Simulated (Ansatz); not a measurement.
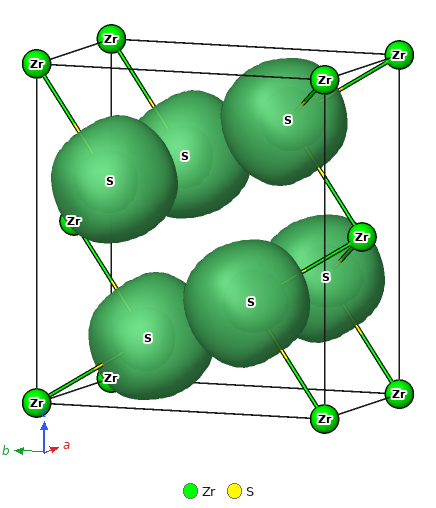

Figure 1: ZrS$_{2}$. Isosurface of the ELF at 0.75 (green), seen at an oblique angle. Only the valence region is drawn (cores and ρ < 0.01 e/Å³ removed). Sticks mark near contacts.

Space group P-3m1.

These are results of DFT PBE+D3(BJ), scalar-relativistic, plane waves, PAW in Ansatz, not measurements.

Core electrons are frozen (PAW), and the valence fields are smoothed inside the atomic spheres.

> What do the ELF domains correspond to?

At this value the surface marks out four regions wrapped around S (the valence shell of each), counted in one cell of 6 atoms. Any copies at cell faces, edges or corners count once. Along the contacts the grid gives the following. Zr–S (2.56 Å): the ELF peaks at about 0.85 in the valence shell of S, 0.8 Å from its nucleus, and is about 0.40 at the midpoint.
